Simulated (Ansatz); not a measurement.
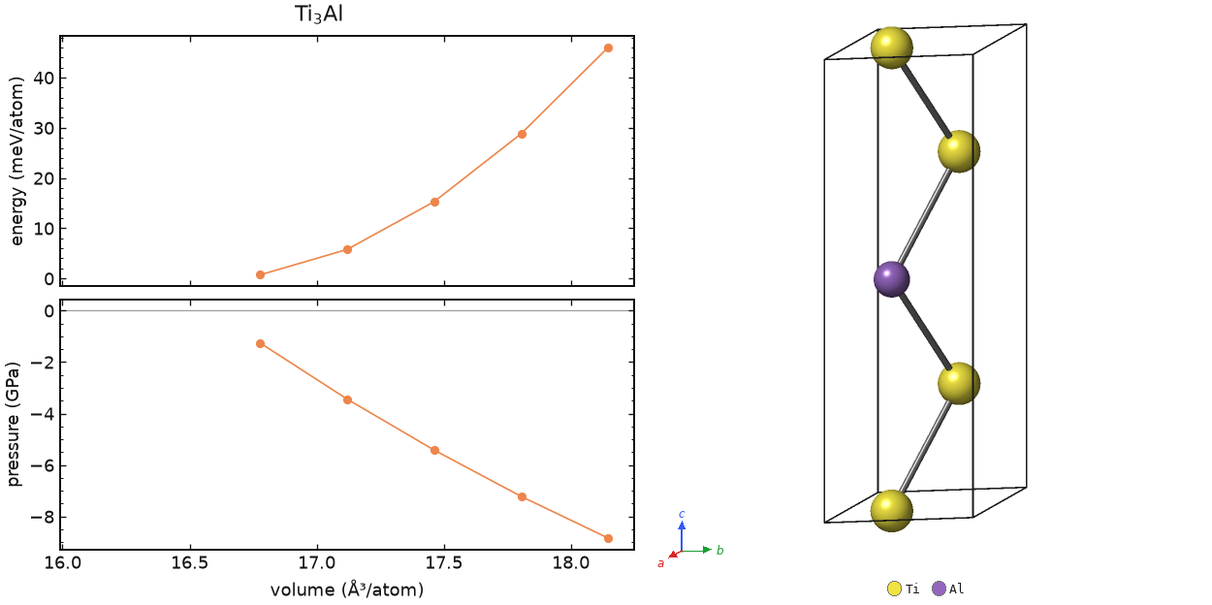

The figure shows the energy and pressure against volume for Ti₃Al, space group P-6m2 (No. 187). The conventional cell is drawn beside the plot.

Cell as given: a = 2.928 Å, b = 2.928 Å, c = 9.226 Å, α = 90.00°, β = 90.00°, γ = 120.00°; 4 atoms.

Computed with Ansatz 0.2.0: all-electron LAPW DFT, no spin polarisation; energies at scaled volumes of the given cell, shape and fractions fixed, counted from the fit's minimum, third-order Birch-Murnaghan fit. Level: PBEsol.

- k mesh: 10×10×3
- occupations: Fermi–Dirac
- smearing width: 0.05 eV
- potentials: all electron LAPW, scalar relativistic
- program settings: basis error eV/atom 0.001

The points at volume 16.09 Å³/atom and 16.44 Å³/atom are left out of the plot. What values does the calculation give there?

```csv
volume (Å³/atom),energy (meV/atom),pressure (GPa)
16.09,5.80,3.79
16.44,0.58,1.14
```

Limits of the calculation: shape and atomic fractions are frozen while scaling, which makes layered, chain and framework solids too stiff.
